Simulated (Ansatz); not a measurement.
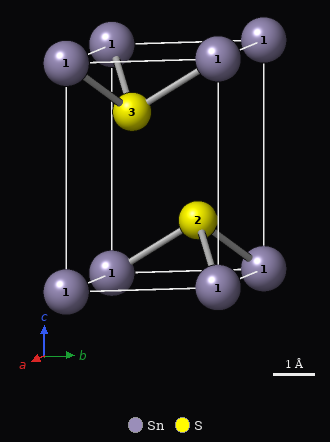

*The input geometry (ball-and-stick view of the cell of the calculation, seen slightly off an axis; atoms are numbered from 1 in the order of the input).*

Band-structure calculation, with input and output: SnS₂

The run: band-structure calculation of SnS₂ (3 atoms in the cell). Method and program: DFT, r2SCAN, plane waves, PAW, no spin polarisation (Ansatz 0.2.0).

The structure was built on a prototype by a generator. The geometry comes from this level: r2scan-rvv10 (a point of a series of strains). It belongs to a series of runs on one base structure; here: epitaxial_xy strain +5.0%. Figures and captions count atoms from 1; the log counts them from 0 in places.

**Input file**
```yaml
crystal:
  lattice:
    - [3.8437925491, 0.0, 0.0]
    - [-1.9218962745, 3.3288219944, 0.0]
    - [0.0, 0.0, 5.6862434379]
  atoms:
    - { symbol: Sn, position: [0.0, 0.0, 0.0] }
    - { symbol: S, position: [0.3333333333, 0.6666666667, 0.2460366481] }
    - { symbol: S, position: [0.6666666667, 0.3333333333, 0.7539633519] }
kpoints:
  mp_grid: { grid: [12, 12, 4] }
  band_path:
    path:
      - [0.0, 0.0, 0.0]
      - [0.5, 0.0, 0.0]
      - [0.3333333333, 0.3333333333, 0.0]
      - [0.0, 0.0, 0.5]
      - [0.5, 0.0, 0.5]
      - [0.3333333333, 0.3333333333, 0.5]
      - [0.0, -0.5, 0.25]
    npoints: 1
hamiltonian:
  xc: r2scan
scf:
  occupations: { method: fixed }
  n_extra_bands: 4
output:
  forces: true
  stress: true
  eigenvalues: true
  write_density: true
  write_potential: true
  elf: true
  volumetric_format: npy
```

Launch command:
```bash
ansatz run input.yaml --threads 4 --pin off --max-ram 4608MiB --backend cpu --events-out ev --progress --plain --runs-dir out
```

**Output**
```
scf.n_extra_bands = 4 over 13 filled bands (N_el = 26.0): the run solves 17 bands
Engine: ansatz 0.2.0, x86_64-unknown-linux-gnu
Pseudopotentials: kind: paw
Pseudopotential: Sn, paw, valence charge 14, recommended cutoff 500 eV (meta_gga), Sn.paw.azcp
Pseudopotential: S, paw, valence charge 6, recommended cutoff 500 eV (meta_gga), S.paw.azcp
Functional definition: r2SCAN
  parameter k0 = 0.174
  parameter k1 = 0.065
  parameter a1 = 4.9479
  exchange = r2scan_x(k0 = k0, k1 = k1, a1 = a1)
  correlation = r2scan_c
Crystal: 3 atoms, lattice volume = 72.757 Å³
Basis set: ecut = 500 eV, 1839 PW (Γ), exchange–correlation on 120×120×180 points (64 copies of the dense FFT grid, shifted against one another)
Bands: 17, of which v1, the nominal top of the filled ones, is band 13 counted from 1 (12 counted from 0)
Symmetry: 12 space group operations
Space group: P-3m1 (ITA 164), of the structure as read, at distance tolerance 4.2e-5 Å
k-points: 69 of 576
Non-local potential: Sn, projectors of the file, l = 0: 2, l = 1: 2, l = 2: 2, l = 3: 2
Non-local potential: S, projectors of the file, l = 0: 2, l = 1: 2, l = 2: 2
PAW form: soft (Blöchl's): semilocal exchange-correlation on the pseudo side does not see the compensation charge
PAW frozen core: Sn, regenerated for the run's functional (the file was generated under x = pbe(κ = 0.804, μ = 0.2195149727645171), c = pbe(β = 0.06672455060314922))
PAW frozen core: S, regenerated for the run's functional (the file was generated under x = pbe(κ = 0.804, μ = 0.2195149727645171), c = pbe(β = 0.06672455060314922))
PAW one-centre angular grid: Sn, 590 points (default); XC on 249 of its mesh's 2787 points in the sphere
PAW one-centre angular grid: S, 302 points (default); XC on 160 Gauss nodes
Initial density: superposition of atomic densities (neutral atoms: chi_scale 0, normalization atom), corrected by the library's trained network
Initial wavefunctions: pseudopotential atomic-orbital guess
Functional: x = r2scan, c = r2scan; τ floored in thin density (d = 2e-4 eV/Å³)
SCF iter   1: F=—  HF=-7851.581097 eV  |F-HF|=—  |Δ(HF+E_count)|=         —  Δρ=6.50e-3  dr2=2.39e-2  dr2_τ=1.30e-2  ethr=1.77e-3  ⟨swp⟩=5.0  Hψ=5531  notcnv=0  defer=128
preconditioner: auto → Resta (q_TF=auto, 2.298 Å⁻¹)  ε∞=2.8  [insulator: Δε(μ)=1.033 eV  Ē_g=16.592 eV  n_scr=22 (ndim 8)  ℏωp=22.2 eV  f_vac=0.027  ε∞_Penn≈2.8]
SCF iter   2: F=—  HF=-7851.602455 eV  |F-HF|=—  |Δ(HF+E_count)|=   2.14e-2  Δρ=3.49e-3  dr2=6.46e-3  dr2_τ=7.12e-5  ethr=9.21e-5  ⟨swp⟩=2.9  Hψ=2503  notcnv=0  defer=135
SCF iter   3: F=—  HF=-7851.601900 eV  |F-HF|=—  |Δ(HF+E_count)|=   5.55e-4  Δρ=4.73e-4  dr2=9.90e-5  dr2_τ=1.07e-5  ethr=2.49e-5  ⟨swp⟩=2.6  Hψ=1723  notcnv=0  defer=136
SCF iter   4: F=—  HF=-7851.601893 eV  |F-HF|=—  |Δ(HF+E_count)|=   7.56e-6  Δρ=9.69e-5  dr2=5.22e-6  dr2_τ=3.57e-7  ethr=3.81e-7  ⟨swp⟩=2.0  Hψ=1966  notcnv=0  defer=136
SCF iter   5: F=—  HF=-7851.601897 eV  |F-HF|=—  |Δ(HF+E_count)|=   4.50e-6  Δρ=3.36e-5  dr2=6.61e-7  dr2_τ=1.51e-8  ethr=2.01e-8  ⟨swp⟩=2.0  Hψ=1587  notcnv=0  defer=136
SCF iter   6: F=-7851.601898 eV  HF=-7851.601898 eV  |F-HF|=3.82e-8  |Δ(HF+E_count)|=   6.97e-7  Δρ=6.79e-6  dr2=6.72e-8  dr2_τ=2.84e-9  ethr=3.85e-10  ⟨swp⟩=12.5  Hψ=10561  notcnv=0
SCF 1 converged in 6 iterations: F = -7851.601898 eV  dr2 = 6.72e-8
  greatest PAW one-centre occupation: 0.993 electrons in one spin orbital (limit 2), on the Sn atom at site 0 (counted from 0), in its partial waves of l = 2
NSCF: frozen V_eff on 7 k-points
SCF converged after 6 iterations
Free energy (F): -7851.601898 eV
Harris-Foulkes:  -7851.601898 eV  (|F-HF|=3.82e-8)
Internal energy: -7851.601898 eV  (E = F + TS)
E sigma→0 (E₀):  -7851.601898 eV
Fermi energy:    5.884766 eV
--- Per-component energies (eV) ---
  E_band       = -154.392464
  E_kinetic    = 396.910213
  E_local      = -1577.858992  (includes V_loc(G=0)·N_el)
  E_nonlocal   = 25.781773
  E_hartree    = 829.148601
  E_xc         = -554.433778
  E_vxc        = -288.523118  (∫ρ·V_xc dr)
  E_paw        = -5384.813955  (= ΣΔE_a)
  E_vpaw       = -384.121670  (= ΣTr[D̂ρ^β])
  E_aug_tail   = 0.000002  (compensation charges beyond the density's cutoff)
  E_vtau       = 15.113998  (kinetic-family band-sum trace: ∫τ·v_τ [+ j·A + Jᵃ·Aᵃ] dr)
  E_ewald      = -1586.851548
  E_core_change = 0.515786  (= ΣΔE_core)
  E_smearing   = -0.000000  (= −TS)
  E_closure    = 0.000000  (closes the sum)
  Σ components = -7851.601898   (vs F -7851.601898, Δ=0.00e0)
--- Forces (eV/Å), atoms counted from 1 ---
  atom   1  Sn     0.00000000     0.00000000     0.00000000
  atom   2  S      0.00000000     0.00000000    -0.03633194
  atom   3  S     -0.00000000    -0.00000000     0.03633194
  max |Σ_I F_I| component: 1.36e-31 eV/Å
--- Stress (GPa, compression-positive) ---
       -5.768023       0.000000       0.000000
        0.000000      -5.768023      -0.000000
        0.000000      -0.000000       0.812586
  P = ⅓ Tr σ = -3.5745 GPa (-35.745 kbar)
--- Band table (eV; the first three rows and the last of 69) ---
  k-point 0: bands = ["-16.2345", "-16.2345", "-16.2178", "-16.1868", "-16.1868", "-8.4394", "-6.3769", "0.2878", "4.4687", "4.4687", "4.7101", "4.7101", "5.8848", "6.9086", "8.9632", "10.8126", "10.8126"]
  k-point 1: bands = ["-16.2345", "-16.2345", "-16.2177", "-16.1868", "-16.1868", "-8.3464", "-6.5714", "0.7307", "4.4112", "4.4112", "4.8006", "4.8006", "4.8597", "7.6111", "9.0154", "10.6382", "10.6382"]
  k-point 2: bands = ["-16.2345", "-16.2345", "-16.2176", "-16.1868", "-16.1868", "-8.2340", "-6.7790", "1.3049", "4.0108", "4.3734", "4.3734", "4.8721", "4.8721", "8.0098", "9.0632", "10.4768", "10.4768"]
  k-point 68: bands = ["-16.2620", "-16.2620", "-16.1845", "-16.1763", "-16.1763", "-6.2842", "-6.2842", "-1.6608", "1.5434", "1.5434", "2.1140", "5.3951", "5.3951", "8.6882", "11.7194", "11.7194", "12.6756"]
```

**File bands.tsv**
```
# k_distance	band_0	band_1	band_2	band_3	band_4	band_5	band_6	band_7	band_8	band_9	band_10	band_11	band_12	band_13	band_14	band_15	band_16
# fermi_ev = 5.884766
# lock_threshold_ev = 1e-6
# [0, 0, 0] at k_distance = 0.000000
# [0.5, 0, 0] at k_distance = 0.943755
# [0.3333333333, 0.3333333333, 0] at k_distance = 1.488632
# [0, 0, 0.5] at k_distance = 2.710438
# [0.5, 0, 0.5] at k_distance = 3.654193
# [0.3333333333, 0.3333333333, 0.5] at k_distance = 4.199071
# [0, -0.5, 0.25] at k_distance = 6.182980
# levels_relative_to = fermi_ev
# free_energy_ev = -7851.601898
# largest_residual_norms_ev = 1.675e-4 1.203e-3 1.153e-3 1.164e-3 1.199e-3 1.284e-3 1.379e-3 2.595e-3 1.480e-3 2.809e-3 3.095e-3 8.595e-4 1.004e-3 1.052e-3 1.972e-3 1.505e-3 1.138e-3
0.000000	-22.119221	-22.119221	-22.102553	-22.071519	-22.071519	-14.324140	-12.261709	-5.596996	-1.416113	-1.416113	-1.174640	-1.174640	0.000000	1.023815	3.078457	4.927789	4.927789
0.943755	-22.182621	-22.109475	-22.092731	-22.059984	-22.038583	-12.691688	-12.040195	-7.243645	-4.393435	-3.250488	-2.799483	-1.184048	-0.788569	1.320814	4.361191	6.041296	6.184241
1.488632	-22.146471	-22.146471	-22.069507	-22.061044	-22.061044	-12.190826	-12.190826	-7.646523	-3.756164	-3.756164	-3.309125	-1.599854	-1.599854	1.862060	7.151164	7.176389	7.387919
2.710438	-22.119241	-22.119241	-22.102317	-22.071541	-22.071541	-14.118728	-12.663773	-4.579833	-1.874001	-1.511375	-1.511374	-1.012670	-1.012670	2.125030	3.178483	4.592034	4.592034
3.654193	-22.183007	-22.109568	-22.092737	-22.059774	-22.038584	-12.580061	-12.117229	-7.391178	-4.943916	-3.058476	-1.840604	-1.199784	-1.071116	1.385983	4.622528	6.117779	6.938751
4.199071	-22.146734	-22.146734	-22.069253	-22.061045	-22.061045	-12.168964	-12.168964	-7.545547	-4.341349	-4.341349	-3.770794	-0.489635	-0.489635	2.803406	5.834645	5.834645	6.790827
6.182980	-22.182814	-22.109522	-22.092734	-22.059879	-22.038583	-12.640529	-12.073943	-7.321213	-4.693082	-3.161752	-2.422181	-0.990719	-0.904389	1.201070	4.428936	6.459754	6.668665
```

**File rho_z.tsv**
```
# z_ang	rho[e/angstrom^3]
# format = ansatz-planar-average/11
# lattice	3.843792549	-0.000000000	0.000000000
# lattice	-1.921896275	3.328821994	0.000000000
# lattice	0.000000000	0.000000000	5.686243438
# sites	3
# site	50	0.000000000	0.000000000	0.000000000
# site	16	0.000000000	2.219214663	1.399024276
# site	16	1.921896275	1.109607331	4.287219162
0.000000	1.061651e0
0.126361	1.003209e0
0.252722	8.548716e-1
0.379083	6.781986e-1
0.505444	5.299065e-1
0.631805	4.357910e-1
0.758166	3.908040e-1
0.884527	3.740857e-1
1.010888	3.645372e-1
1.137249	3.506029e-1
1.263610	3.321734e-1
1.389971	3.151499e-1
1.516332	3.032205e-1
1.642693	2.931683e-1
1.769054	2.770363e-1
1.895414	2.487729e-1
2.021775	2.091795e-1
2.148136	1.650125e-1
2.274497	1.241162e-1
2.400858	9.141347e-2
2.527219	6.816543e-2
2.653580	5.358785e-2
2.779941	4.661320e-2
2.906302	4.661320e-2
3.032663	5.358785e-2
3.159024	6.816543e-2
3.285385	9.141347e-2
3.411746	1.241162e-1
3.538107	1.650125e-1
3.664468	2.091795e-1
3.790829	2.487729e-1
3.917190	2.770363e-1
4.043551	2.931683e-1
4.169912	3.032205e-1
4.296273	3.151499e-1
4.422634	3.321734e-1
4.548995	3.506029e-1
4.675356	3.645372e-1
4.801717	3.740857e-1
4.928078	3.908040e-1
5.054439	4.357910e-1
5.180800	5.299065e-1
5.307161	6.781986e-1
5.433522	8.548716e-1
5.559882	1.003209e0
```

**File v_z.tsv**
```
# z_ang	v_es[eV]	v_tot[eV]
# format = ansatz-planar-average/11
# xc	r2scan
# density_cutoff_ev	2000
# datasets	Sn=:simpson_from_first_knot:soft:shift=0	S=:simpson_from_first_knot:soft:shift=0
# lattice	3.843792549	-0.000000000	0.000000000
# lattice	-1.921896275	3.328821994	0.000000000
# lattice	0.000000000	0.000000000	5.686243438
# sites	3
# site	50	0.000000000	0.000000000	0.000000000
# site	16	0.000000000	2.219214663	1.399024276
# site	16	1.921896275	1.109607331	4.287219162
0.000000	5.194961e0	-8.137259e0
0.126361	4.920075e0	-8.319520e0
0.252722	4.192126e0	-8.824317e0
0.379083	3.252747e0	-9.394720e0
0.505444	2.355555e0	-9.838357e0
0.631805	1.602916e0	-1.025773e1
0.758166	1.057811e0	-1.056892e1
0.884527	8.161454e-1	-1.071623e1
1.010888	8.795005e-1	-1.060127e1
1.137249	1.101687e0	-1.028415e1
1.263610	1.399121e0	-9.906379e0
1.389971	1.795345e0	-9.272645e0
1.516332	2.311278e0	-8.401985e0
1.642693	3.013314e0	-7.229589e0
1.769054	4.022517e0	-5.708233e0
1.895414	5.431527e0	-3.759885e0
2.021775	7.119658e0	-1.429283e0
2.148136	8.735651e0	8.232575e-1
2.274497	9.959932e0	2.702861e0
2.400858	1.074520e1	4.105947e0
2.527219	1.123680e1	5.169744e0
2.653580	1.153013e1	5.970204e0
2.779941	1.166636e1	6.418729e0
2.906302	1.166636e1	6.418729e0
3.032663	1.153013e1	5.970204e0
3.159024	1.123680e1	5.169744e0
3.285385	1.074520e1	4.105947e0
3.411746	9.959932e0	2.702861e0
3.538107	8.735651e0	8.232575e-1
3.664468	7.119658e0	-1.429283e0
3.790829	5.431527e0	-3.759885e0
3.917190	4.022517e0	-5.708233e0
4.043551	3.013314e0	-7.229589e0
4.169912	2.311278e0	-8.401985e0
4.296273	1.795345e0	-9.272645e0
4.422634	1.399121e0	-9.906379e0
4.548995	1.101687e0	-1.028415e1
4.675356	8.795005e-1	-1.060127e1
4.801717	8.161454e-1	-1.071623e1
4.928078	1.057811e0	-1.056892e1
5.054439	1.602916e0	-1.025773e1
5.180800	2.355555e0	-9.838357e0
5.307161	3.252747e0	-9.394720e0
5.433522	4.192126e0	-8.824317e0
5.559882	4.920075e0	-8.319520e0
```

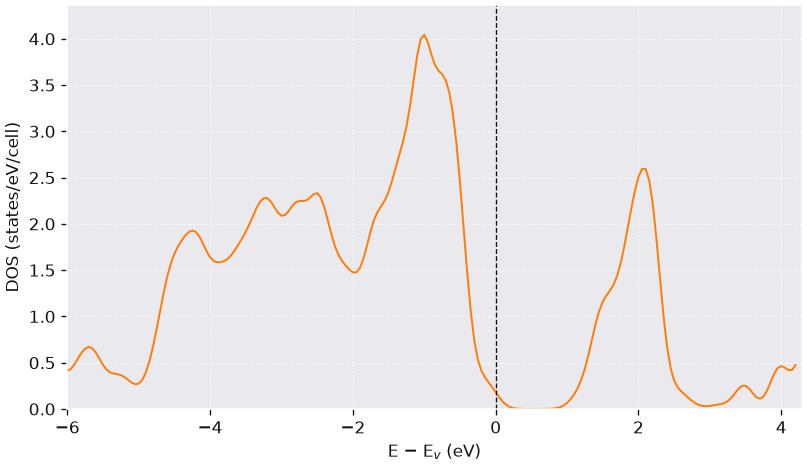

*Density of states (the curve is built from the levels of the k mesh with Gaussians 0.3 eV wide, which also blur the band edges), with energies from the valence-band top.*

There is a gap of 1.02 eV on the k-point mesh. Small ripples come from the finite k-point mesh.

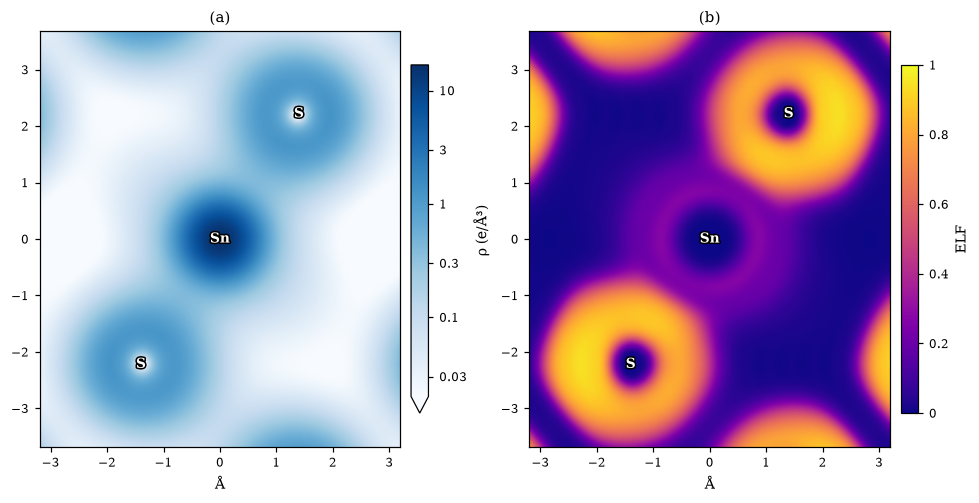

*(a) valence electron density; (b) electron localisation function on the (110) plane of the conventional cell.*

Atoms in the plane: Sn and S. Sn–S (2.62 Å): the density is about 0.42 e/Å³ at the midpoint; the ELF is about 0.60 at the midpoint. Away from the nuclei the density in this plane falls to 0.008 e/Å³ at its lowest. In a PAW calculation such maps are meaningful between the atoms, not at the nuclei.

**Summary**

```csv
quantity,value
outcome,converged
space group (tolerance 0.01 Å),P-3m1 (164)
electrons treated,26
free energy,−7851.6019 eV
Fermi energy,5.885 eV
gap on the k-point mesh,1.02 eV
pressure,−3.57 GPa
largest force (length of the vector),0.036 eV/Å
hardware,"4 threads of Intel Xeon @ 2.70GHz, 189 GiB of memory available, shared host"
wall time,5.1 s (CPU time 17 s)
peak memory,0.62 GiB
```
